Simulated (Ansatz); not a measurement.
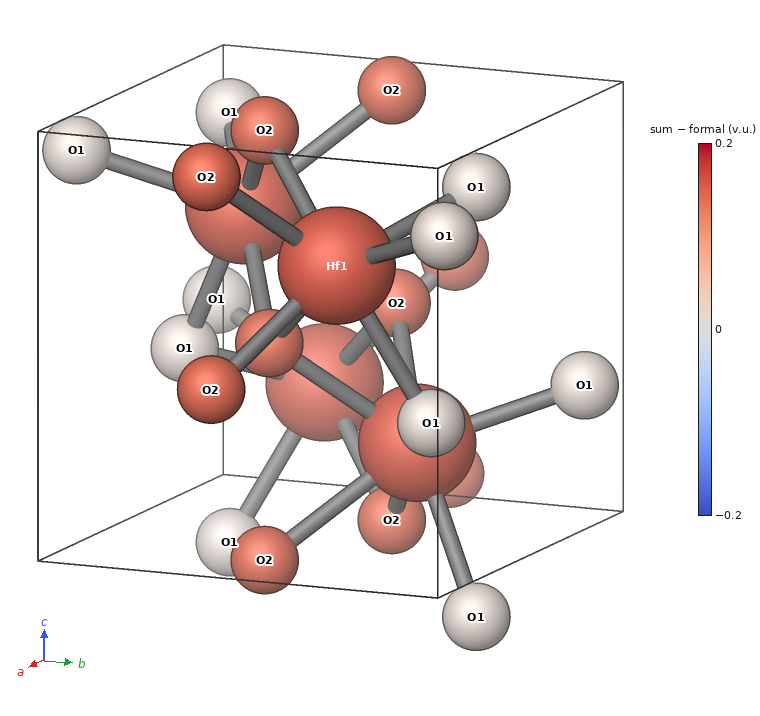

Atoms of HfO₂ (Pca2_1) coloured by their computed bond-valence sum less the size of their formal valence (view slightly off an axis).

Bond valence s = exp((R0 − d)/b), R0 fitted to published crystal structures with b = 0.37 Å, summed over all anions within 5 Å; R0 in Å: Hf4+–O 1.921.

Origin of the cell: the geometry relaxed at fixed volume with DFT r2SCAN, scalar-relativistic, plane waves, PAW in Ansatz 0.2.0.

```
CELL_PARAMETERS angstrom
5.19499 0.00000 0.00000
0.00000 4.98400 0.00000
0.00000 0.00000 5.00278
ATOMIC_POSITIONS crystal
Hf 0.03277 0.26828 0.24414
Hf 0.46723 0.26828 0.74414
Hf 0.53277 0.73172 0.24414
Hf 0.96723 0.73172 0.74414
O 0.37165 0.07590 0.37503
O 0.12835 0.07590 0.87503
O 0.73744 0.45691 0.49384
O 0.76256 0.45691 0.99384
O 0.26256 0.54309 0.99384
O 0.23744 0.54309 0.49384
O 0.87165 0.92410 0.37503
O 0.62835 0.92410 0.87503
```

Site labels: Hf1 at 0.033, 0.268, 0.244; O1 at 0.372, 0.076, 0.375; O2 at 0.737, 0.457, 0.494.

> Give the sums of all sites.

```json
{"site": "Hf1", "x, y, z": "0.033, 0.268, 0.244", "formal valence": "+4", "bond-valence sum": "4.15", "difference": "0.15"}
{"site": "O1", "x, y, z": "0.372, 0.076, 0.375", "formal valence": "−2", "bond-valence sum": "2.01", "difference": "0.01"}
{"site": "O2", "x, y, z": "0.737, 0.457, 0.494", "formal valence": "−2", "bond-valence sum": "2.14", "difference": "0.14"}
```

> Is the structure strained by this measure?

The global instability index (root mean square of the differences over all atoms) is 0.12 v.u.: moderate strain, common in real structures.
